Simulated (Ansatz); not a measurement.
A periodic structure is given below.

```yaml
crystal:
  lattice:
    - [4.22518, 0.00000, 0.00000]
    - [0.00000, 8.80727, 0.00000]
    - [0.00000, 0.00000, 3.21255]
  atoms:
    - { symbol: Al, position: [0.41388, 0.33100, 0.50000] }
    - { symbol: Al, position: [0.58612, 0.66900, 0.50000] }
    - { symbol: Al, position: [0.91388, 0.16900, 0.00000] }
    - { symbol: Al, position: [0.08612, 0.83100, 0.00000] }
    - { symbol: O, position: [0.73156, 0.22269, 0.50000] }
    - { symbol: O, position: [0.00000, 0.00000, 0.00000] }
    - { symbol: O, position: [0.76844, 0.72269, 0.00000] }
    - { symbol: O, position: [0.23156, 0.27731, 0.00000] }
    - { symbol: O, position: [0.26844, 0.77731, 0.50000] }
    - { symbol: O, position: [0.50000, 0.50000, 0.50000] }
```

What does this file describe?

Answer. Chemical formula Al2O3. Its lattice is primitive orthorhombic, its space group Pnnm (No. 58). The cell comprises 2 formula units: 4 Al, 6 O. The polyhedra are AlO4 tetrahedra; they share corners. Each Al has four O in a distorted tetrahedral arrangement at 1.53 to 1.84 Å. O takes two kinds of site: 4g with three Al in a distorted trigonal planar arrangement at 1.65 to 1.84 Å; 2a with two Al in a linear arrangement at 1.53 Å. The bonds build a three-dimensional framework.

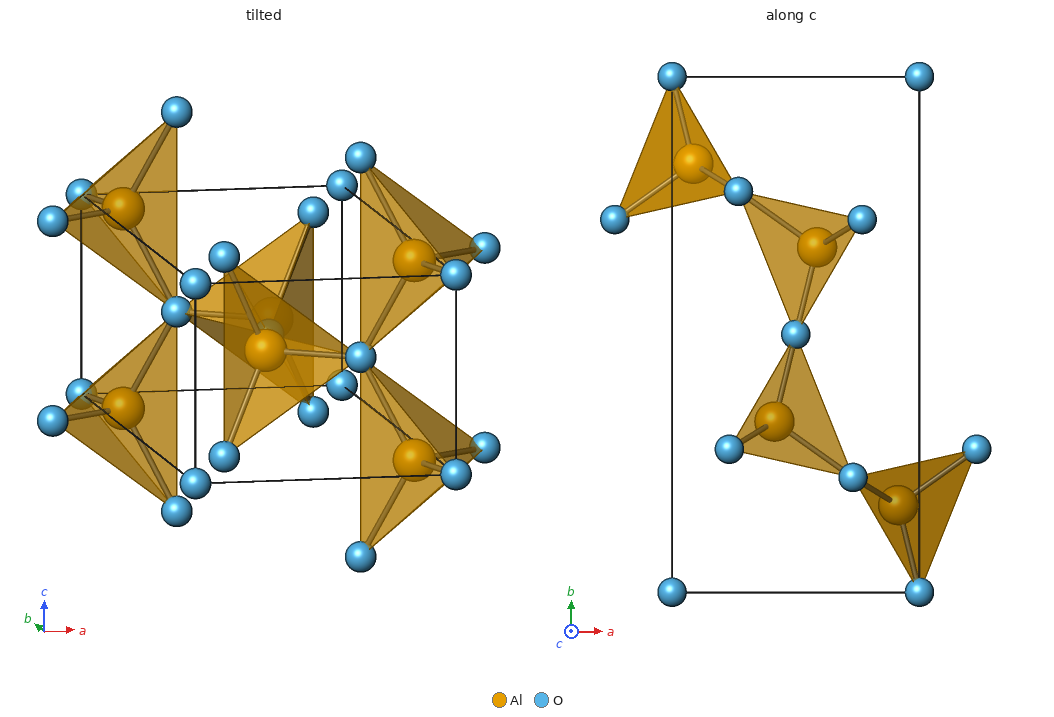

A polyhedral rendering, viewed slightly off an axis and along the c axis. Atoms at the boundary of the conventional unit cell (the box) are drawn once for each face, edge or corner they touch. Some neighbours outside the box are added.

The model was built from a structure listed in the Materials Project. The cell was then strained or its atoms displaced on purpose. A calculation with Ansatz used it as input.

At this level of theory the run's own cell isn't at rest (compressed, at 23 GPa and forces up to 5.3 eV/Å), so its distances can differ from those at equilibrium, the more so the softer the solid.
